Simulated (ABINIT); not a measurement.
# Quasiparticle gap of SiC (F-43m) in ABINIT

Aim: the G0W0 gap of SiC (F-43m) on LDA, step by step.

Calculated with ABINIT 10.8.3; LDA and many-body steps on it, plane waves.

**The experiments to reproduce.**

- Gap 2.39 eV: band gap at cryogenic temperature; bulk crystal (literature value) (quoted in “Silicon carbide diodes for neutron detection”, 2020, arxiv:2009.14696).

- Gap 2.4 eV: Tauc optical (indirect) gap of annealed polycrystalline 3C-SiC; UV-VIS spectroscopic ellipsometry, Tauc analysis; film (CVD ultrathin polycrystalline film, annealed, about 5 nm grains) (“On-Demand CMOS-Compatible Fabrication of Ultrathin Self-Aligned SiC Nanowire Arrays”, 2018, pmc:6267454).

Report form: the programs' logs are mostly left out.

## Step 1: The structure

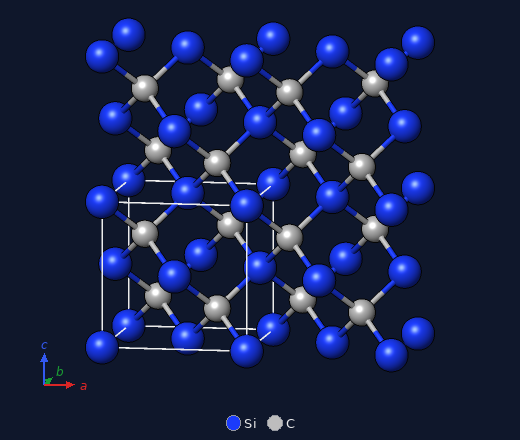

The cell as given, slightly off an axis (silicon blue, carbon light grey). 2×1×2 cells are drawn. This picture shows the conventional cell, with its axes. Bonds to atoms that aren't drawn are left out. Some periodic images of atoms are drawn too.

The cell and positions come from the Crystallography Open Database and are kept as given unless a step says otherwise.

## Step 2: Ground state

This step: ABINIT 10.8.3; DFT, LDA, plane waves, norm-conserving pseudopotentials.

The ground-state density comes first.

run.abi

```
acell 3*1.0 Angstrom
rprim 
  -0.000000000000 2.179000000000 2.179000000000
  2.179000000000 -0.000000000000 2.179000000000
  2.179000000000 2.179000000000 -0.000000000000
ntypat 2
znucl 14 6
natom 2
typat 1 2
xred 
  0.000000000000 0.000000000000 0.000000000000
  0.250000000000 0.250000000000 0.250000000000
pp_dirpath "pseudos"
pseudos "Si.upf, C.upf"
ecut 37
ngkpt 8 8 8
nshiftk 1
shiftk 0 0 0
kptopt 1
chksymbreak 0
nband 9
occopt 1
tolvrs 1e-10
nstep 60
prtwf 0
indata_prefix "in"
outdata_prefix "out"
tmpdata_prefix "tmp"
```

On the command line:

```bash
> OMP_NUM_THREADS=1 mpirun -n 8 abinit run.abi > log
```

Run time: 2.4 s. Hardware: 8 MPI ranks of Arm Neoverse V2, shared host; peak memory 0.07 GiB; 19 s of CPU time.

Numbers from this step:

* total energy: -280.7229 eV
* gap: 1.327 eV
* k of the valence top: 0, 0, 0
* k of the conduction bottom: 0.5, 0.5, 0
* least direct gap: 4.526 eV
* pressure: -5.208 GPa

The gap is indirect, with the least direct gap 3.20 eV higher.

The cutoff was set for levels, not for stress, so the pressure can be off by some GPa.

## Step 3: Bands along the symmetry lines

Levels along a band path, at the cheap level, show where the edges lie and whether the meshes to come will hold them.

run.abi

```
acell 3*1.0 Angstrom
rprim 
  -0.000000000000 2.179000000000 2.179000000000
  2.179000000000 -0.000000000000 2.179000000000
  2.179000000000 2.179000000000 -0.000000000000
ntypat 2
znucl 14 6
natom 2
typat 1 2
xred 
  0.000000000000 0.000000000000 0.000000000000
  0.250000000000 0.250000000000 0.250000000000
pp_dirpath "pseudos"
pseudos "Si.upf, C.upf"
ecut 37
iscf -2
irdden 1
kptopt 0
nkpt 50
kpt 
  0.00000000 0.00000000 0.00000000
  -0.06250000 -0.06250000 0.00000000
  -0.12500000 -0.12500000 0.00000000
  -0.18750000 -0.18750000 0.00000000
  -0.25000000 -0.25000000 0.00000000
  -0.31250000 -0.31250000 0.00000000
  -0.37500000 -0.37500000 0.00000000
  -0.43750000 -0.43750000 0.00000000
  -0.50000000 -0.50000000 0.00000000
  -0.48437500 -0.48437500 0.03125000
  -0.46875000 -0.46875000 0.06250000
  -0.45312500 -0.45312500 0.09375000
  -0.43750000 -0.43750000 0.12500000
  -0.42187500 -0.42187500 0.15625000
  -0.40625000 -0.40625000 0.18750000
  -0.39062500 -0.39062500 0.21875000
  -0.37500000 -0.37500000 0.25000000
  -0.37500000 0.00000000 0.37500000
  -0.32812500 0.00000000 0.32812500
  -0.28125000 0.00000000 0.28125000
  -0.23437500 0.00000000 0.23437500
  -0.18750000 0.00000000 0.18750000
  -0.14062500 0.00000000 0.14062500
  -0.09375000 0.00000000 0.09375000
  -0.04687500 0.00000000 0.04687500
  0.00000000 0.00000000 0.00000000
  0.00000000 0.00000000 0.06250000
  0.00000000 0.00000000 0.12500000
  0.00000000 0.00000000 0.18750000
  0.00000000 0.00000000 0.25000000
  0.00000000 0.00000000 0.31250000
  0.00000000 0.00000000 0.37500000
  0.00000000 0.00000000 0.43750000
  0.00000000 0.00000000 0.50000000
  -0.06250000 -0.03125000 0.46875000
  -0.12500000 -0.06250000 0.43750000
  -0.18750000 -0.09375000 0.40625000
  -0.25000000 -0.12500000 0.37500000
  -0.31250000 -0.15625000 0.34375000
  -0.37500000 -0.18750000 0.31250000
  -0.43750000 -0.21875000 0.28125000
  -0.50000000 -0.25000000 0.25000000
  -0.50000000 -0.28125000 0.21875000
  -0.50000000 -0.31250000 0.18750000
  -0.50000000 -0.34375000 0.15625000
  -0.50000000 -0.37500000 0.12500000
  -0.50000000 -0.40625000 0.09375000
  -0.50000000 -0.43750000 0.06250000
  -0.50000000 -0.46875000 0.03125000
  -0.50000000 -0.50000000 0.00000000
istwfk *1
nband 14
nbdbuf 5
tolwfr 1e-07
nstep 50
prtwf 0
prtvol 0
indata_prefix "in"
outdata_prefix "out"
tmpdata_prefix "tmp"
```

Wall time 2.5 s (8 MPI ranks); peak memory 0.07 GiB.

Numbers from this step:

```
gap                        : 1.327 eV
k of the valence top       : 0, 0, 0
k of the conduction bottom : -0.5, -0.5, 0
least direct gap           : 4.526 eV
```

The gap is 1.327 eV, as in the run before at this level.

The electronic bands at the labelled points (eV, zero at the top of the highest filled band; v1 is the highest filled band, c1 the lowest empty one):

```tsv
point	v4	v3	v2	v1	c1	c2	c3	c4
Γ	-15.33	0.00	0.00	0.00	6.29	7.20	7.20	7.20
X	-10.22	-7.83	-3.20	-3.20	1.33	4.20	13.81	13.81
U	-10.22	-7.29	-5.57	-2.61	3.05	7.66	11.71	12.30
jump to K	-10.22	-7.29	-5.57	-2.61	3.05	7.66	11.71	12.30
Γ	-15.33	0.00	0.00	0.00	6.29	7.20	7.20	7.20
L	-11.71	-8.56	-1.06	-1.06	5.39	7.15	7.15	9.93
W	-9.98	-7.04	-5.02	-4.71	5.15	9.33	9.37	9.64
X	-10.22	-7.83	-3.20	-3.20	1.33	4.20	13.81	13.81
```

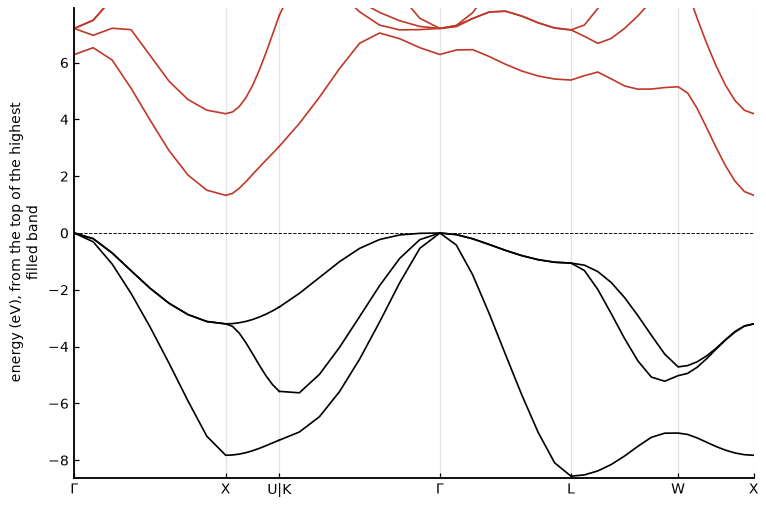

Electronic bands along the path; lines of filled and empty bands in two colours.

## Step 4: Empty states on the mesh, 6×6×6 mesh, 111 bands

The sums over transitions need many empty states on a uniform mesh; this step solves for them.

run.abi

```
acell 3*1.0 Angstrom
rprim 
  -0.000000000000 2.179000000000 2.179000000000
  2.179000000000 -0.000000000000 2.179000000000
  2.179000000000 2.179000000000 -0.000000000000
ntypat 2
znucl 14 6
natom 2
typat 1 2
xred 
  0.000000000000 0.000000000000 0.000000000000
  0.250000000000 0.250000000000 0.250000000000
pp_dirpath "pseudos"
pseudos "Si.upf, C.upf"
ecut 37
ngkpt 6 6 6
nshiftk 1
shiftk 0 0 0
kptopt 1
chksymbreak 0
irdden 1
istwfk *1
nband 111
prtvol 0
optdriver 6
gwr_task "HDIAGO"
paral_kgb 0
occopt 1
indata_prefix "in"
outdata_prefix "out"
tmpdata_prefix "tmp"
```

Elapsed: 7.2 s, on 8 MPI ranks; peak memory 1.5 GiB; 57 s of CPU time.

Numbers from this step:

| Quantity | Value |
| --- | --- |
| gap | 1.327 eV |
| k of the valence top | 0, 0, 0 |
| k of the conduction bottom | 0.5, 0.5, 0 |
| least direct gap | 4.526 eV |
| k points computed | 16 |
| lowest point of the top converged band, above the valence top | 143.6177 eV |

On this mesh the gap is 1.327 eV.

## Step 5: Screening, 6×6×6 mesh, 103 bands, screening to 244.9 eV

The RPA dielectric matrix is built and inverted for each q.

This step: RPA screening on LDA, plane waves, norm-conserving pseudopotentials.

run.abi: that of step 4 with these lines changed.

```diff
@@ -20,10 +20,11 @@
 chksymbreak 0
-irdden 1
 istwfk *1
-nband 111
-prtvol 0
-optdriver 6
-gwr_task "HDIAGO"
-paral_kgb 0
 occopt 1
+irdwfk 1
+optdriver 3
+nband 103
+ecuteps 9
+inclvkb 2
+awtr 1
+symchi 1
 indata_prefix "in"
```

It took 19 s on 8 MPI ranks; peak memory 1.1 GiB.

This step gave:

```yaml
eps_infinity_with_local_fields_on_this_mesh_along_the_program_s_q_direction: 7.195
the_same_without_local_fields: 7.857
plasma_frequency: 23.09 eV
plane_waves_in_the_screening_matrix: 169
```

Local fields lower ε∞ by 8 %.

## Step 6: Self-energy, 6×6×6 mesh, 103 bands, screening to 244.9 eV

The self-energy is evaluated for the states that the input lists, and the levels follow from it, in one-shot runs by the linearised quasiparticle equation.

This step: G0W0 on LDA, plane waves, norm-conserving pseudopotentials.

run.abi: that of step 5 with these lines changed.

```diff
@@ -23,8 +23,19 @@
 irdwfk 1
-optdriver 3
+optdriver 4
 nband 103
+gwcalctyp 0
+ecutsigx 37
+symsigma 1
+nkptgw 3
+kptgw 
+  0.0000000000 0.0000000000 0.0000000000
+  0.5000000000 0.5000000000 0.0000000000
+  0.5000000000 0.0000000000 0.0000000000
+bdgw 
+  2 8
+  3 6
+  3 7
 ecuteps 9
-inclvkb 2
-awtr 1
-symchi 1
+irdscr 1
+ppmodel 1
 indata_prefix "in"
```

Wall time 8.1 s (8 MPI ranks); peak memory 1.3 GiB; 64 s of CPU time.

Numbers from this step:

| Item | Value |
| --- | --- |
| G0W0 gap on the points computed | 2.232 eV |
| starting gap on the mesh | 1.327 eV |
| k of the valence top | 0, 0, 0 |
| k of the conduction bottom | 0.5, 0.5, 0 |
| Z at the valence top | 0.791 |
| Z at the conduction bottom | 0.819 |
| least direct G0W0 gap on the computed points | 5.687 eV |

The gap on the mesh goes from 1.33 eV to 2.23 eV, a correction of +0.90 eV.

Limits: finite bands, cutoff and mesh. v1 is the top filled band, c1 the lowest empty one. The levels before and after the correction (eV, zero at the valence-band top of each column):

```tsv
	conduction bottom	valence top
Kohn-Sham	1.33	0.00
G0W0	2.23	0.00
```

```tsv
	level	energy (eV)
Kohn-Sham	Γ v3-v1	0.000
Kohn-Sham	Γ c1	6.285
Kohn-Sham	Γ c2-c4	7.203
Kohn-Sham	(0.5 0.5 0) v2-v1	-3.199
Kohn-Sham	(0.5 0.5 0) c1	1.327
Kohn-Sham	(0.5 0.5 0) c2	4.200
G0W0	Γ v3-v1	0.000
G0W0	Γ c1	7.245
G0W0	Γ c2-c4	8.177
G0W0	(0.5 0.5 0) v2-v1	-3.455
G0W0	(0.5 0.5 0) c1	2.232
G0W0	(0.5 0.5 0) c2	5.273
```

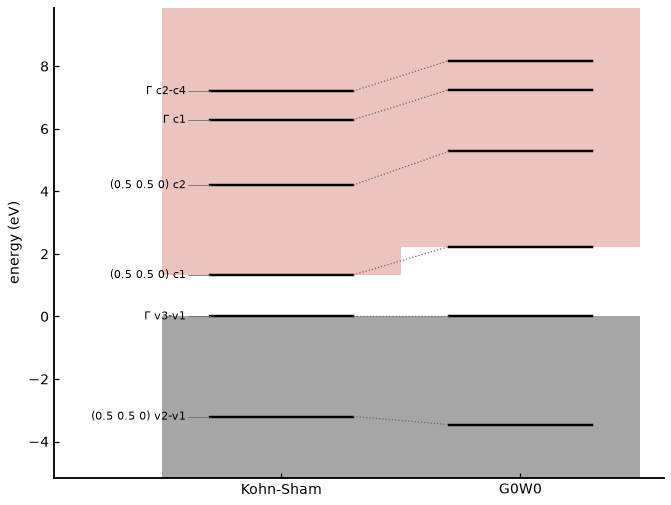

Levels before and after the correction. Shaded: valence and conduction bands.

## Step 7: Where the time went

Times are wall times on 8 MPI ranks of Arm Neoverse V2, shared host, good to a factor of about two.

```tsv
step	time	share	memory (GiB)
ground state	2.4 s	6 %	0.07
bands along the symmetry lines	2.5 s	6 %	0.07
empty states on the mesh	7.2 s	19 %	1.5
screening	19 s	48 %	1.1
self-energy	8.1 s	21 %	1.3
```

## Step 8: Outcome

- LDA gap: 1.33 eV, indirect
- G0W0 gap on the mesh: 2.23 eV
- GW settings: 6×6×6 mesh, 103 bands, screening to 244.9 eV, Godby-Needs plasmon pole
- known limits: not at the basis limit

In words: G0W0 moves the gap on the mesh from 1.33 eV to 2.23 eV (+0.90 eV), with Z of 0.79 and 0.82 at the edges. Local fields lower the RPA ε∞ on this mesh from 7.86 to 7.19. Only 3 of the mesh's irreducible points were corrected, so a valley elsewhere could overtake. The dearest step here is «screening». Against experiment, by G0W0@LDA: the gap of 2.23 eV lies −0.16 eV from the measured 2.39 eV (kind not stated, quoted 2020); the gap of 2.23 eV lies −0.17 eV from the measured 2.4 eV (indirect, 2018). The calculation has static nuclei and no excitons; a measured gap holds zero-point and thermal motion, which mostly lowers it. Bands and cutoff are finite, so the gap is not at the basis limit. The miss can reach some tenths of an eV and take either sign; the mesh is an error of its own. In the G0W0 run levels were corrected at 3 k points alone, so a gap called «on the mesh» is the least over those, and an edge elsewhere would be missed.

[Paths, hosts, dates, memory and timing lines, banners, echoed tables and standing remarks are left out of the program output.]

[Logs are printed without paths, hosts, clocks, repeated set-up lines and the standing remarks that a program may print on its own settings, such as how far it seeks lower states.]

[Runs of the session that timed out or met a known fault of the program may be left out.]

[Hosts, paths, dates, database ids (printed as entryN), source tags and the programs' standing remarks are cut or masked in the printed files.]

[G0W0 gaps are taken among the corrected bands and points alone; a level outside them can change the order at an edge.]

[Where Ansatz stands beside ABINIT at settings called matched, ABINIT's density can come from a denser mesh and the files from another edition; pairs whose starting gaps differed by over 0.03 eV were left out, so agreement reads better than it is.]
